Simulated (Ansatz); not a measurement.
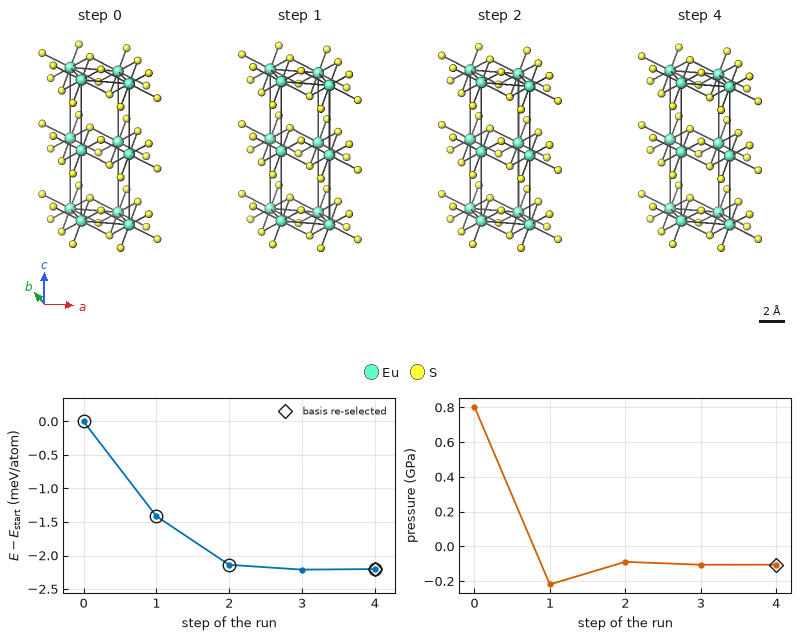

Frames of a relaxation of a crystal of EuS2 (built on the CdI2 type), marked on the history of the run. Style: ball-and-stick. Shown: the cell of the calculation, slightly off an axis.

Case: volume 29.227 Å^3/atom.

All numbers below come from DFT PBE, scalar-relativistic, plane waves, PAW (Ansatz). Set-up: plane-wave cutoff 420 eV; k-point mesh 10 × 10 × 3; occupations gaussian; smearing width 0.05 eV; collinear spin; cell relaxed at fixed volume; force threshold 0.01 eV/Å; at most 40 steps.

Question: What happens along the run?

Answer: After 3 accepted moves (4 points after the start) the energy has fallen by 2.2 meV per atom. Largest force component: 0.098 eV/Å at the start, under 0.0001 eV/Å at the end. Pressure: 0.80 GPa at the start and −0.11 GPa at the end. The SCF was repeated once at an unchanged geometry on a basis and grid sized afresh for the cell, which shifted the energy by less than 0.05 meV per atom at most. The largest moves relative to the cell, 0.025 Å, are those of S atoms. Eu stays in place. The drawn cell changes at constant volume: a = b 4.109 → 4.157 Å (+1.1 %), c 11.990 → 11.720 Å (−2.3 %). Near-neighbour distances that change, for instance: Eu–S 2.737 → 2.758 Å. The space group stays P-3m1 (No. 164). From step 0 to 1: S atoms move most (0.04 Å), energy −1.4 meV per atom. From step 1 to 2: energy −0.7 meV per atom. From step 2 to 4: energy −0.1 meV per atom.

Limits of the set-up: layers or molecules are held without a dispersion correction, so their spacing is unreliable; 4f states are treated without a Hubbard U.
